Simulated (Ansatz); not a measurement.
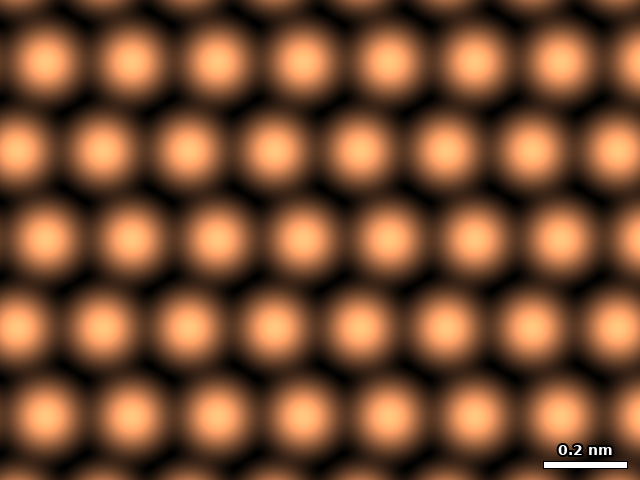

Z-contrast image of Cr (P6_3/mmc, No. 194) along [100]. Simulation: incoherent imaging, intensity Z^1.6 per atom, probe width 1.15 Å, thin sample. The probe carries 15 % of its weight in a tail 2.5 times as wide. The display is stretched by a gamma of 0.65; percentages refer to the linear signal. Atomic positions: the input geometry of a calculation; the starting structure was generated, so it need not be a known form of this composition.

**Interpret the image.**

The columns repeat on a rectangular net of 2.11 × 4.35 Å (plane group p2mg). All columns are alike (Cr). The shortest distance between visible columns is 2.11 Å in projection. Along the beam the structure repeats every 2.43 Å.
